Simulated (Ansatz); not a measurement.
# Two runs on TiN

System: TiN (2 atoms in the cell).
Method of run 1: DFT r2SCAN, scalar-relativistic, plane waves, PAW, no spin polarisation (Ansatz 0.2.0).

The structure derives from an entry of the Crystallography Open Database. Text and figures count atoms from 1; the logs count them from 0 in places.

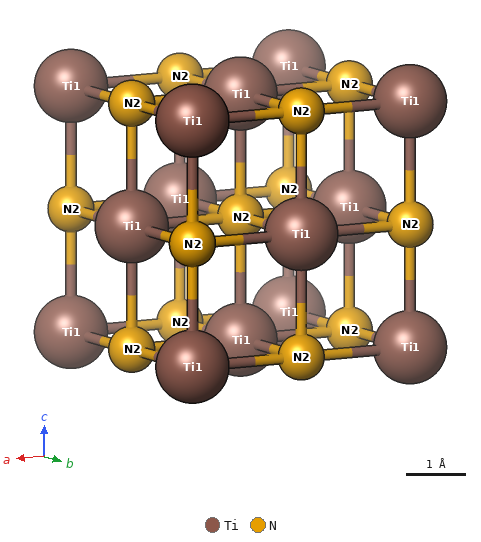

The structure as given in the input (ball-and-stick view of the cell 4 times as large as that of the calculation, set on its symmetry axes, seen at an oblique angle; atoms are numbered from 1 in the order of the input). Near neighbours in the crystal (not all of them lie inside the picture): Ti has 6 N at 2.12 Å; N has 6 Ti at 2.12 Å.

### Input file, run 1
```yaml
crystal:
  lattice:
    - [0.0, 2.1233653585, 2.1233653585]
    - [2.1233653585, 0.0, 2.1233653585]
    - [2.1233653585, 2.1233653585, 0.0]
  atoms:
    - { symbol: Ti, position: [0.0, 0.0, 0.0] }
    - { symbol: "N", position: [0.5, 0.5, 0.5] }
basis:
  ecutwfc: 500
kpoints:
  mp_grid: { grid: [18, 18, 18] }
  band_path:
    path:
      - [[0.0, 0.0, 0.0], [0.5, 0.0, 0.5], [0.625, 0.25, 0.625]]
      - [[0.375, 0.375, 0.75], [0.0, 0.0, 0.0], [0.5, 0.5, 0.5], [0.5, 0.25, 0.75], [0.5, 0.0, 0.5]]
    npoints: 14
hamiltonian:
  xc: r2scan
scf:
  occupations: { method: gaussian, width: 0.1 }
  n_extra_bands: 6
output:
  forces: true
  stress: true
  eigenvalues: true
  populations: true
  dos: { projected: true, de: 0.02, nscf_kmesh: { grid: [27, 27, 27] } }
  bader: true
  write_density: true
  write_potential: true
  elf: true
  volumetric_format: npy
```

Launched with:
```bash
ansatz run input.yaml --threads 1 --pin off --max-ram 2560MiB --backend cpu --events-out ev --progress --plain --runs-dir out
```

Hardware: 1 thread of Intel Xeon @ 2.50GHz (Skylake/Cascade Lake), 189 GiB of memory available, shared host.

### Output, shortened to warnings, some set-up lines, iterations and results (run 1)
```
Basis set: ecut = 500 eV, 531 PW (Γ), exchange–correlation on 96×96×96 points (64 copies of the dense FFT grid, shifted against one another)
Symmetry: 48 space group operations
k-points: 195 of 5832
Initial density: superposition of atomic densities (neutral atoms: chi_scale 0, normalization atom), corrected by the library's trained network
[...]
SCF iter   1: F=—  HF=-2893.003139 eV  |F-HF|=—  |Δ(HF+E_count)|=         —  Δρ=1.89e-2  dr2=7.52e-2  dr2_τ=1.35e-1  ethr=1.77e-3  ⟨swp⟩=4.9  Hψ=14253  notcnv=0
SCF iter   2: F=—  HF=-2893.082728 eV  |F-HF|=—  |Δ(HF+E_count)|=   7.96e-2  Δρ=6.69e-3  dr2=4.55e-3  dr2_τ=1.61e-3  ethr=4.42e-4  ⟨swp⟩=2.0  Hψ=6333  notcnv=0  defer=297
SCF iter   3: F=—  HF=-2893.083785 eV  |F-HF|=—  |Δ(HF+E_count)|=   1.06e-3  Δρ=3.24e-3  dr2=7.37e-4  dr2_τ=1.12e-4  ethr=2.67e-5  ⟨swp⟩=1.7  Hψ=2905  notcnv=0  defer=297
SCF iter   4: F=—  HF=-2893.084154 eV  |F-HF|=—  |Δ(HF+E_count)|=   3.69e-4  Δρ=1.11e-3  dr2=2.09e-4  dr2_τ=1.76e-5  ethr=4.34e-6  ⟨swp⟩=2.3  Hψ=3433  notcnv=0  defer=297
SCF iter   5: F=—  HF=-2893.084163 eV  |F-HF|=—  |Δ(HF+E_count)|=   9.15e-6  Δρ=3.38e-4  dr2=2.22e-5  dr2_τ=6.92e-7  ethr=1.23e-6  ⟨swp⟩=2.0  Hψ=3522  notcnv=0  defer=297
SCF iter   6: F=—  HF=-2893.084168 eV  |F-HF|=—  |Δ(HF+E_count)|=   4.68e-6  Δρ=6.94e-5  dr2=1.05e-6  dr2_τ=9.05e-8  ethr=1.30e-7  ⟨swp⟩=2.0  Hψ=3513  notcnv=0  defer=297
SCF iter   7: F=-2893.084167 eV  HF=-2893.084168 eV  |F-HF|=3.80e-8  |Δ(HF+E_count)|=   9.85e-8  Δρ=1.62e-5  dr2=5.79e-8  dr2_τ=9.09e-10  ethr=5.88e-10  ⟨swp⟩=9.2  Hψ=16529  …
SCF 1 converged in 7 iterations: F = -2893.084167 eV  dr2 = 5.79e-8
NSCF: frozen V_eff on 86 k-points
NSCF: frozen V_eff on 560 k-points
SCF converged after 7 iterations
Free energy (F): -2893.084167 eV
Harris-Foulkes:  -2893.084168 eV  (|F-HF|=3.80e-8)
Internal energy: -2893.079975 eV  (E = F + TS)
E sigma→0 (E₀):  -2893.082071 eV
Entropy (-TS):   -0.004192 eV (-2.096 meV/atom)
Fermi energy:    17.229116 eV
--- Per-component energies (eV) ---
  E_band       = -108.900722
  E_kinetic    = 407.333039
  E_local      = -788.915294  (includes V_loc(G=0)·N_el)
  E_nonlocal   = 50.213417
  E_hartree    = 313.802237
  E_xc         = -155.050415
  E_vxc        = -220.604788  (∫ρ·V_xc dr)
  E_paw        = -1184.827488  (= ΣΔE_a)
  E_vpaw       = -198.466141  (= ΣTr[D̂ρ^β])
  E_aug_tail   = 0.000105  (compensation charges beyond the density's cutoff)
  E_vtau       = 13.934230  (kinetic-family band-sum trace: ∫τ·v_τ [+ j·A + Jᵃ·Aᵃ] dr)
  E_ewald      = -1535.352555
  E_core_change = -0.283022  (= ΣΔE_core)
  E_smearing   = -0.004192  (= −TS)
  E_closure    = 0.000000  (closes the sum)
  Σ components = -2893.084167   (vs F -2893.084167, Δ=0.00e0)
--- Forces (eV/Å), atoms counted from 1 ---
  atom   1  Ti    -0.00000000     0.00000000    -0.00000000
  atom   2  N      0.00000000    -0.00000000     0.00000000
  max |Σ_I F_I| component: 1.32e-29 eV/Å
--- Stress (GPa, compression-positive) ---
       -2.915619       0.000000       0.000000
        0.000000      -2.915619       0.000000
        0.000000      -0.000000      -2.915619
  P = ⅓ Tr σ = -2.9156 GPa (-29.156 kbar)
--- Löwdin populations: 2 sites ---
  site symbol       q [e]
     0     Ti     11.0901
     1      N      5.8464
  spilling = 0.003738 (of n_electrons = 17.000000)
--- Bader charges: 2 sites ---
  site symbol  charge [e]  shift [e]
     0     Ti      1.8369     0.0001
     1      N     -1.8369     0.0001
  estimated error of the sums over rays = 3.7e-4 e
```

For run 2 the input was changed thus:
```diff
-  ecutwfc: 500
+  ecutwfc: 420
-  xc: r2scan
+  xc: pbe
```

How does run 2 compare with run 1?

The total energies belong to different methods, so their difference says nothing on which is more stable or more accurate. The pressure goes from −2.92 to 0.03 GPa. The functional changes from r2SCAN to PBE. The SCF takes 6 iterations against 7. The plane waves at Γ go from 531 to 339.

### Output, shortened to warnings, some set-up lines, iterations and results (run 2)
```
Basis set: ecut = 420 eV, 339 PW (Γ), exchange–correlation on 48×48×48 points (8 copies of the dense FFT grid, shifted against one another)
Symmetry: 48 space group operations
k-points: 195 of 5832
Initial density: superposition of atomic densities (neutral atoms: chi_scale 0, normalization atom), corrected by the library's trained network
[...]
SCF iter   1: F=—  HF=-2887.109996 eV  |F-HF|=—  |Δ(HF+E_count)|=         —  Δρ=1.74e-3  dr2=3.71e-4  ethr=1.77e-3  ⟨swp⟩=4.6  Hψ=13702  notcnv=0
SCF iter   2: F=—  HF=-2887.109548 eV  |F-HF|=—  |Δ(HF+E_count)|=   4.48e-4  Δρ=1.07e-3  dr2=1.68e-4  ethr=2.18e-6  ⟨swp⟩=1.5  Hψ=4762  notcnv=0
SCF iter   3: F=—  HF=-2887.109579 eV  |F-HF|=—  |Δ(HF+E_count)|=   3.05e-5  Δρ=1.31e-4  dr2=3.35e-6  ethr=9.90e-7  ⟨swp⟩=2.0  Hψ=3177  notcnv=0
SCF iter   4: F=—  HF=-2887.109581 eV  |F-HF|=—  |Δ(HF+E_count)|=   1.67e-6  Δρ=3.26e-5  dr2=9.95e-8  ethr=1.97e-8  ⟨swp⟩=2.1  Hψ=4057  notcnv=0
SCF iter   5: F=-2887.109581 eV  HF=-2887.109581 eV  |F-HF|=3.91e-11  |Δ(HF+E_count)|=   5.42e-8  Δρ=2.71e-6  dr2=7.72e-10  ethr=5.85e-10  ⟨swp⟩=2.8  Hψ=4242  notcnv=0
SCF iter   6: F=-2887.109581 eV  HF=-2887.109581 eV  |F-HF|=3.64e-12  |Δ(HF+E_count)|=  1.71e-10  Δρ=4.11e-7  dr2=2.05e-11  ethr=4.54e-12  ⟨swp⟩=5.6  Hψ=13732  notcnv=0
SCF 1 converged in 6 iterations: F = -2887.109581 eV  dr2 = 2.05e-11
NSCF: frozen V_eff on 86 k-points
NSCF: frozen V_eff on 560 k-points
SCF converged after 6 iterations
Free energy (F): -2887.109581 eV
Harris-Foulkes:  -2887.109581 eV  (|F-HF|=3.64e-12)
Internal energy: -2887.105302 eV  (E = F + TS)
E sigma→0 (E₀):  -2887.107441 eV
Entropy (-TS):   -0.004279 eV (-2.139 meV/atom)
Fermi energy:    17.070754 eV
--- Per-component energies (eV) ---
  E_band       = -93.052104
  E_kinetic    = 406.347357
  E_local      = -790.541962  (includes V_loc(G=0)·N_el)
  E_nonlocal   = 51.267404
  E_hartree    = 314.952039
  E_xc         = -159.773948
  E_vxc        = -201.413894  (∫ρ·V_xc dr)
  E_paw        = -1174.003855  (= ΣΔE_a)
  E_vpaw       = -188.615248  (= ΣTr[D̂ρ^β])
  E_aug_tail   = 0.000217  (compensation charges beyond the density's cutoff)
  E_ewald      = -1535.352555
  E_smearing   = -0.004279  (= −TS)
  E_closure    = 0.000000  (closes the sum)
  Σ components = -2887.109581   (vs F -2887.109581, Δ=0.00e0)
--- Forces (eV/Å), atoms counted from 1 ---
  atom   1  Ti    -0.00000000     0.00000000    -0.00000000
  atom   2  N      0.00000000    -0.00000000     0.00000000
  max |Σ_I F_I| component: 1.28e-29 eV/Å
--- Stress (GPa, compression-positive) ---
        0.033036       0.000000      -0.000000
        0.000000       0.033036       0.000000
        0.000000       0.000000       0.033036
  P = ⅓ Tr σ = 0.0330 GPa (0.330 kbar)
--- Löwdin populations: 2 sites ---
  site symbol       q [e]
     0     Ti     11.1503
     1      N      5.7867
  spilling = 0.003705 (of n_electrons = 17.000000)
--- Bader charges: 2 sites ---
  site symbol  charge [e]  shift [e]
     0     Ti      1.7493     0.0002
     1      N     -1.7493     0.0002
  estimated error of the sums over rays = 3.7e-4 e
```

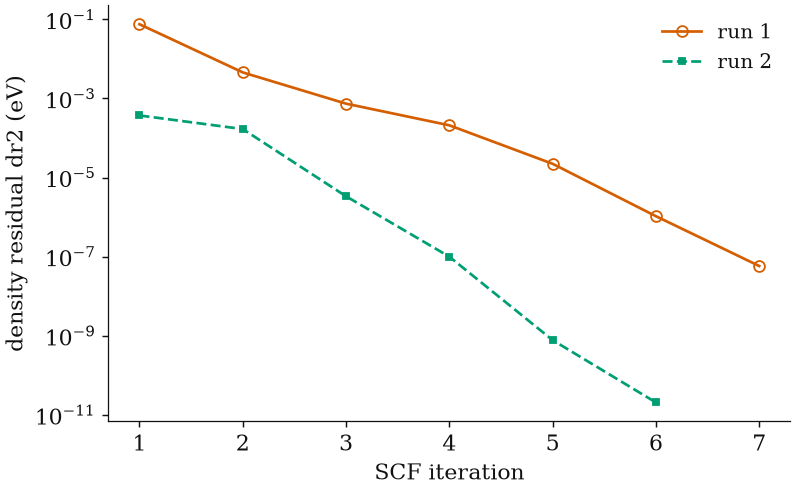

Convergence of the two runs: density residual dr2 against the SCF iteration. Run 1 takes 7 iterations in all, and run 2 takes 6.

### The two runs side by side

| quantity | run 1 | run 2 |
| --- | --- | --- |
| outcome | converged | converged |
| free energy per atom (eV) | −1446.5421 | −1443.5548 |
| energy per atom, smearing taken to zero (eV) | −1446.5410 | −1443.5537 |
| gap on the mesh (eV) | 0.00 | 0.00 |
| pressure (GPa) | −2.92 | 0.03 |
| largest force (eV/Å) | 0.000 | 0.000 |
| SCF iterations | 7 | 6 |
| irreducible k-points | 195 | 195 |
| plane waves at Γ | 531 | 339 |
| wall time (shared host) | 77 s | 66 s |

For both runs: The cell holds an odd number of electrons but the run has no spin polarisation, so it comes out as a metal.
